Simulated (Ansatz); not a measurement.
## SnO$_{2}$: 7 runs along one coordinate

System: SnO$_{2}$ (P4₂/mnm, 6 atoms in the cell).
Method: Kohn-Sham DFT of a periodic cell, m-r2SCAN, Ansatz PAW, no spin polarisation (Ansatz 0.2.0).

The 7 runs differ only in the geometry, by an even scaling of the cell at fixed fractional positions. The structure derives from an entry of the Crystallography Open Database.

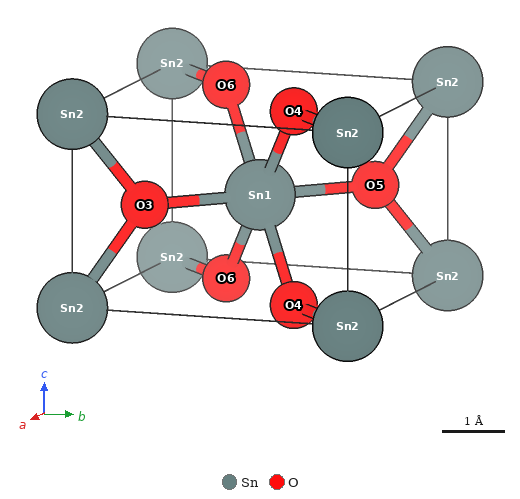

Figure 1. The structure of run 4 (ball-and-stick view of the cell of the calculation, seen slightly off an axis; atoms are numbered from 1 in the order of the input).

### Input of run 4
```yaml
crystal:
  lattice:
    - [4.738, 0.0, 0.0]
    - [0.0, 4.738, 0.0]
    - [0.0, 0.0, 3.1865]
  atoms:
    - { symbol: Sn, position: [0.5, 0.5, 0.5] }
    - { symbol: Sn, position: [0.0, 0.0, 0.0] }
    - { symbol: O, position: [0.8071, 0.1929, 0.5] }
    - { symbol: O, position: [0.6929, 0.6929, 0.0] }
    - { symbol: O, position: [0.1929, 0.8071, 0.5] }
    - { symbol: O, position: [0.3071, 0.3071, 0.0] }
hamiltonian:
  xc: mr2scan
  pseudopotentials: { kind: paw }
kpoints:
  mp_grid: { grid: [6, 6, 8] }
scf:
  occupations: { method: fermi_dirac, width: 0.05 }
output:
  forces: true
  stress: true
  eigenvalues: true
```

Command:
```bash
ansatz run input.yaml --threads 2 --pin off --max-ram 5120MiB --backend cpu --events-out ev --progress --plain --runs-dir out
```

Run 3 differs from it as follows:
```diff
-    - [4.738, 0.0, 0.0]
-    - [0.0, 4.738, 0.0]
-    - [0.0, 0.0, 3.1865]
+    - [4.7062003841, 0.0, 0.0]
+    - [0.0, 4.7062003841, 0.0]
+    - [0.0, 0.0, 3.1651134496]
```

### Results, with one run withheld

| run | volume per atom (Å³) | free energy per atom, from the lowest run given (meV) | pressure (GPa) | gap on the mesh (eV) |
| --- | --- | --- | --- | --- |
| 1 | 11.207 | 51.31 | 19.84 | 2.74 |
| 2 | 11.445 | 26.44 | 13.71 | 2.47 |
| 3 | 11.684 | ? | ? | ? |
| 4 | 11.922 | 1.64 | 3.34 | 1.96 |
| 5 | 12.161 | 0.00 | −1.04 | 1.72 |
| 6 | 12.399 | 4.52 | −4.95 | 1.49 |
| 7 | 12.637 | 14.53 | −8.44 | 1.27 |

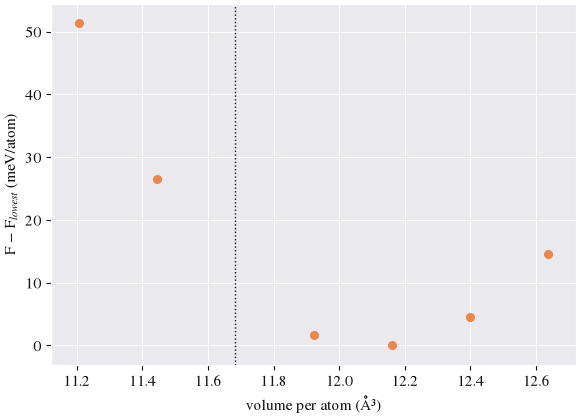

Figure 2. Free energy per atom of the runs given; the dotted line marks run 3.

What should run 3 give?

A cubic polynomial in V^(−2/3) (the Birch–Murnaghan form), fitted to the 6 runs given, misses them by under 0.01 meV per atom. With x = V^(−2/3) − 0.19138 Å⁻², it reads F = 1.2051 + 1696.5 x + 5.144e+05 x² + 9.7532e+05 x³ (meV per atom). At run 3 it gives 10.15 meV per atom, and the run itself gives 10.18. The slope of the fit gives a pressure −dF/dV of 8.22 GPa there, and the run prints 8.23 GPa. The fit has its minimum at 12.101 Å³ per atom, where V d²F/dV² gives 216 GPa. Cell shape and fractional positions are held, so this is the stiffness under even scaling; the relaxed bulk modulus wasn't computed. The gap on the mesh goes, without turning, from 2.74 eV in run 1 to 1.27 eV in run 7; run 3 has 2.21 eV. These are gaps of this functional on this mesh, which can miss the band edges; they aren't the measured gap.

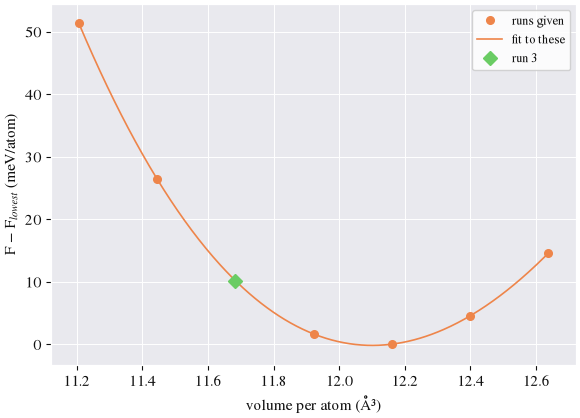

Figure 3. The fit and the withheld run.

### Output, shortened to warnings, some set-up lines, iterations and results (run 3)
```
Basis set: ecut = 500 eV, 1787 PW (Γ), exchange–correlation on 144×144×96 points (64 copies of the dense FFT grid, shifted against one another)
Symmetry: 16 space group operations
k-points: 50 of 288
Initial density: superposition of atomic densities (neutral atoms: chi_scale 0, normalization atom), corrected by the library's trained network
[...]
SCF iter   1: F=—  HF=-14352.248239 eV  |F-HF|=—  |Δ(HF+E_count)|=         —  Δρ=1.03e-2  dr2=5.31e-2  dr2_τ=2.98e-1  ethr=1.77e-3  ⟨swp⟩=6.0  Hψ=7012  notcnv=0  defer=9
SCF iter   2: F=—  HF=-14352.363509 eV  |F-HF|=—  |Δ(HF+E_count)|=   1.15e-1  Δρ=6.20e-3  dr2=1.48e-2  dr2_τ=9.31e-4  ethr=1.02e-4  ⟨swp⟩=2.0  Hψ=3009  notcnv=0  defer=89
SCF iter   3: F=—  HF=-14352.362688 eV  |F-HF|=—  |Δ(HF+E_count)|=   8.20e-4  Δρ=6.61e-4  dr2=2.42e-4  dr2_τ=7.17e-5  ethr=2.85e-5  ⟨swp⟩=1.4  Hψ=1762  notcnv=0  defer=39
SCF iter   4: F=—  HF=-14352.362804 eV  |F-HF|=—  |Δ(HF+E_count)|=   1.16e-4  Δρ=2.01e-4  dr2=1.88e-5  dr2_τ=2.19e-6  ethr=4.65e-7  ⟨swp⟩=2.2  Hψ=2287  notcnv=0  defer=39
SCF iter   5: F=—  HF=-14352.362811 eV  |F-HF|=—  |Δ(HF+E_count)|=   6.76e-6  Δρ=1.02e-4  dr2=7.03e-6  dr2_τ=4.54e-7  ethr=3.62e-8  ⟨swp⟩=2.0  Hψ=2259  notcnv=0  defer=39
SCF iter   6: F=—  HF=-14352.362809 eV  |F-HF|=—  |Δ(HF+E_count)|=   1.77e-6  Δρ=2.45e-5  dr2=3.85e-7  dr2_τ=1.93e-8  ethr=1.35e-8  ⟨swp⟩=2.0  Hψ=2075  notcnv=0  defer=39
SCF iter   7: F=-14352.362809 eV  HF=-14352.362809 eV  |F-HF|=1.58e-9  |Δ(HF+E_count)|=   5.71e-8  Δρ=4.14e-6  dr2=1.15e-8  dr2_τ=8.04e-10  ethr=1.92e-10  ⟨swp⟩=9.3  Hψ=7187  …
SCF 1 converged in 7 iterations: F = -14352.362809 eV  dr2 = 1.15e-8
SCF converged after 7 iterations
Free energy (F): -14352.362809 eV
Harris-Foulkes:  -14352.362809 eV  (|F-HF|=1.58e-9)
Internal energy: -14352.362809 eV  (E = F + TS)
E sigma→0 (E₀):  -14352.362809 eV
Fermi energy:    10.498118 eV
--- Per-component energies (eV) ---
  E_band       = -138.717565
  E_kinetic    = 1090.900918
  E_local      = -2824.499898  (includes V_loc(G=0)·N_el)
  E_nonlocal   = 132.276063
  E_hartree    = 1483.504491
  E_xc         = -1037.145476
  E_vxc        = -624.431344  (∫ρ·V_xc dr)
  E_paw        = -8987.630492  (= ΣΔE_a)
  E_vpaw       = -919.248389  (= ΣTr[D̂ρ^β])
  E_aug_tail   = 0.003856  (compensation charges beyond the density's cutoff)
  E_vtau       = 39.267990  (kinetic-family band-sum trace: ∫τ·v_τ [+ j·A + Jᵃ·Aᵃ] dr)
  E_ewald      = -4211.115148
  E_core_change = 1.342876  (= ΣΔE_core)
  E_smearing   = -0.000000  (= −TS)
  E_closure    = -0.000000  (closes the sum)
  Σ components = -14352.362809   (vs F -14352.362809, Δ=0.00e0)
--- Forces (eV/Å), atoms counted from 1 ---
  atom   1  Sn     0.00000000     0.00000000     0.00000000
  atom   2  Sn     0.00000000    -0.00000000     0.00000000
  atom   3  O     -0.23433517     0.23433517     0.00000000
  atom   4  O      0.23433517     0.23433517     0.00000000
  atom   5  O      0.23433517    -0.23433517     0.00000000
  atom   6  O     -0.23433517    -0.23433517     0.00000000
  max |Σ_I F_I| component: 1.67e-16 eV/Å
--- Stress (GPa, compression-positive) ---
        7.336767       0.000000       0.000000
        0.000000       7.336767       0.000000
        0.000000       0.000000      10.026731
  P = ⅓ Tr σ = 8.2334 GPa (82.334 kbar)
```
